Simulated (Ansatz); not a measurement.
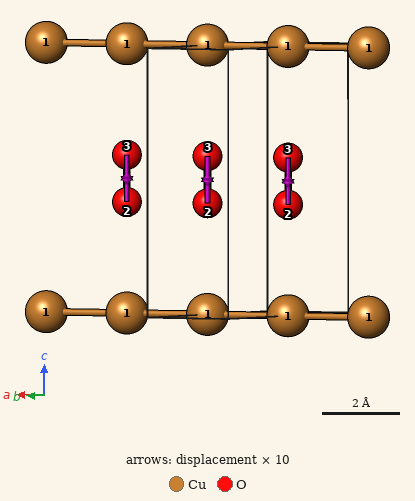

A relaxation of a crystal of CuO2 (set up in Pmmm). The starting structure is drawn; purple arrows show the displacements (the part carried along by the change of the cell is left out), magnified 10 times.

The picture is a ball-and-stick view of the cell of the calculation, repeated 2 × 1 × 1 with one cell outlined, seen from a free direction.

Case: no spin polarisation.

Computed with DFT PBE, scalar-relativistic, plane waves, PAW (Ansatz). (plane-wave cutoff 420 eV; k-point mesh 18 × 8 × 6; occupations gaussian; smearing width 0.1 eV; no spin polarisation; cell and atoms relaxed; force threshold 0.01 eV/Å; at most 60 steps)

### Atoms of which element are displaced furthest, and by how much?

Oxygen: up to 0.086 Å, against 0.000 Å for copper.

### What did the optimiser do to the structure, and how much energy did it gain?

After 16 accepted moves (21 points after the start) the energy has fallen by 23.0 meV per atom. The largest force component goes from 0.57 to 0.00059 eV/Å. The pressure goes from −1.23 to 0.00 GPa. The line search rejected the trial step at point 10 of the run. At 4 points the geometry stayed and the basis and grid were re-selected for the new cell (energy shift of 0.7 meV per atom at most each time). The largest moves relative to the cell, 0.086 Å, are those of O2 and O3. O2 goes along +c. Cu stays in place. The volume changes by +2.5 %, with a 2.421 → 2.295 Å (−5.2 %), b 6.446 → 6.191 Å (−4.0 %), c 7.067 → 7.957 Å (+12.6 %). Near-neighbour distances that change, for instance: Cu1–Cu1 2.421 → 2.295 Å, O2–O3 1.238 → 1.221 Å. The space group stays Pmmm (No. 47). The run took 4.5 min on 1 thread of Intel(R) Xeon(R) 6975P-C (Granite Rapids) (shared host), peak memory 0.7 GiB.

Limits of the set-up: an odd number of electrons was run without spin polarisation, which fails if the electron would localise.
